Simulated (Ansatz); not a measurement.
## Electronic structure of Ga4O3 in real space

```cif
data_structure
_symmetry_space_group_name_H-M 'P 1'
_symmetry_Int_Tables_number 1
_cell_length_a 4.6237
_cell_length_b 4.6237
_cell_length_c 4.6237
_cell_angle_alpha 90.000
_cell_angle_beta 90.000
_cell_angle_gamma 90.000
_cell_volume 98.85
loop_
_atom_site_label
_atom_site_type_symbol
_atom_site_fract_x
_atom_site_fract_y
_atom_site_fract_z
_atom_site_occupancy
Ga1 Ga 0.00000 0.50000 0.50000 1
Ga2 Ga 0.50000 0.00000 0.50000 1
Ga3 Ga 0.50000 0.50000 0.00000 1
Ga4 Ga 0.50000 0.50000 0.50000 1
O1 O 0.50000 0.00000 0.00000 1
O2 O 0.00000 0.50000 0.00000 1
O3 O 0.00000 0.00000 0.50000 1
```

Space group Pm-3m; a structure generated by program, which may or may not match a known phase.

Computed with DFT PBE, scalar-relativistic, plane waves, PAW (Ansatz 0.2.0).

In a PAW calculation such maps are meaningful between the atoms, not at the nuclei.

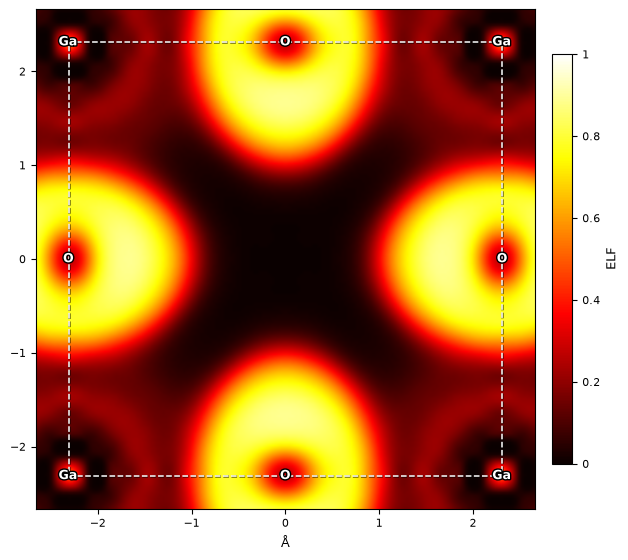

Figure 1. Electron localisation function on the (001) plane of the conventional cell.

Q: What does the map show?

A: Atoms in the plane: Ga and O. Ga–O (2.31 Å): the ELF peaks at about 0.80 in the valence shell of O, 0.6 Å from its nucleus, and drops to about 0.15 between the two atoms: no localised pair shows between them. The features right at Ga lie inside the PAW spheres, where the map follows smoothed inner orbitals and isn't to be read closely.

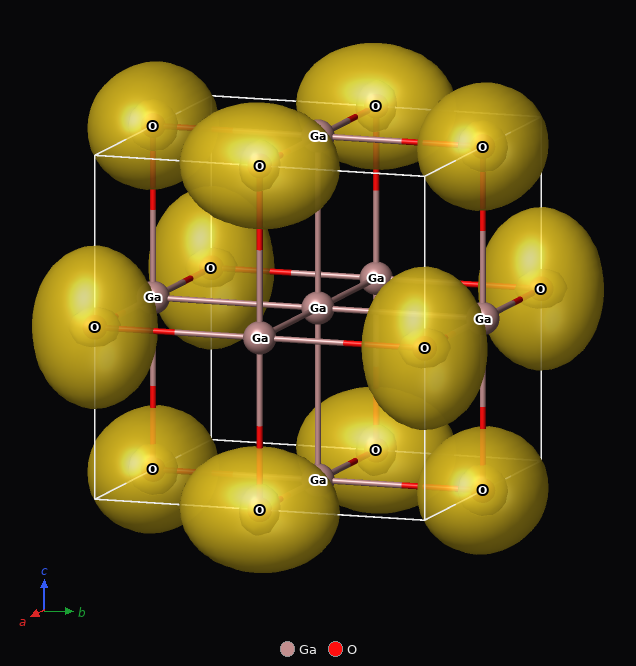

Figure 2. Isosurface of the electron localisation function at 0.65 (yellow), seen slightly off an axis. Core shells and regions of very low density are left out. Sticks mark near contacts.

Q: Identify the bonds, lone pairs and shells in this picture.

A: The ELF exceeds this value in three regions wrapped around O (the valence shell of each), counted in one cell of 7 atoms. Regions shared between cells count once. Profiles from the grid: Ga–Ga (2.31 Å): the ELF reaches about 0.50 near the midpoint.

Q: Metal or insulator at this level of theory?

A: It is gapless in this calculation (a metal or semimetal).
